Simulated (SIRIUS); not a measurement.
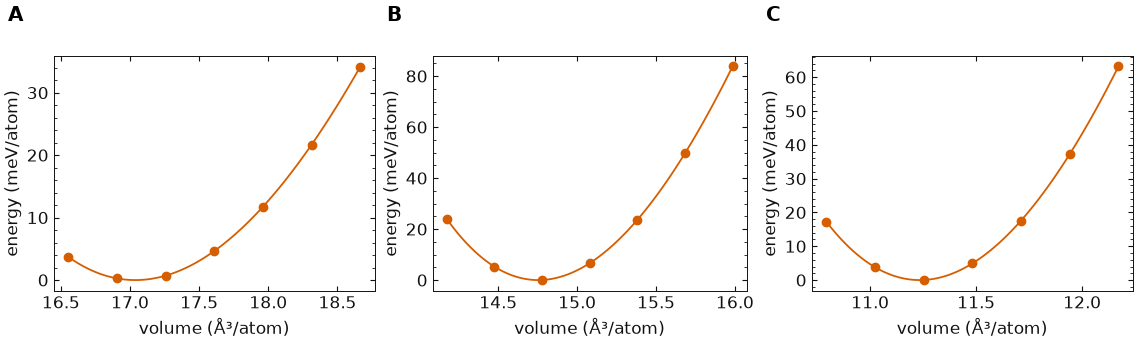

Each panel shows the energy against volume for one of these solids: HfN, Fm-3m (No. 225); MgS, Fm-3m (No. 225); Pt, Fm-3m (No. 225).

Computed with SIRIUS 7.12.0: plane-wave DFT, no spin polarisation; energies at scaled volumes of the given cell, shape and fractions fixed, counted from the fit's minimum, third-order Birch-Murnaghan fit. Level: LDA.

> Match the panels to the solids.

A is MgS (energy from 0.27 meV/atom to 34.19 meV/atom, V0 17.04 Å³/atom, B0 82.3 GPa); B is Pt (energy from 0.04 meV/atom to 83.77 meV/atom, V0 14.75 Å³/atom, B0 310 GPa); C is HfN (energy from 0.03 meV/atom to 63.16 meV/atom, V0 11.23 Å³/atom, B0 299 GPa).

For Pt, limits of the calculation: coarse k mesh; spin-orbit coupling left out, heavy elements.
